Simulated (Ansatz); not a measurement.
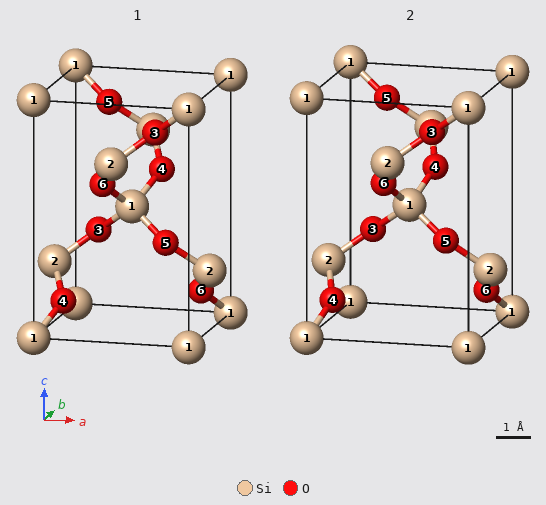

Two geometries of a crystal of SiO2 (set up in I-42d): one is the relaxed structure, the other was perturbed away from it. A ball-and-stick model of the conventional cell (2 times the calculation's cell), seen slightly off an axis. Lengths and directions refer to the drawn axes.

Level of theory: DFT PBE, scalar-relativistic, plane waves, PAW (Ansatz). (plane-wave cutoff 420 eV; k-point mesh 6 × 6 × 6; occupations gaussian; smearing width 0.02 eV; no spin polarisation)

### Which is the distorted one, and what does the distortion cost?

Structure 1 is the perturbed one. The volume is changed by −9.0 %. The cell's shape and the atoms are relaxed at that volume. The volume changes by −9.0 %, with a = b 5.027 → 4.815 Å (−4.2 %), c 7.379 → 7.319 Å (−0.8 %). The largest moves relative to the cell, 0.15 Å, are those of O3, O4, O5 and O6. O6 goes along −a. Si stays in place. The space group stays I-42d (No. 122). The energy rises by 10.6 meV per atom. The pressure goes from 0.0 to 2.6 GPa.
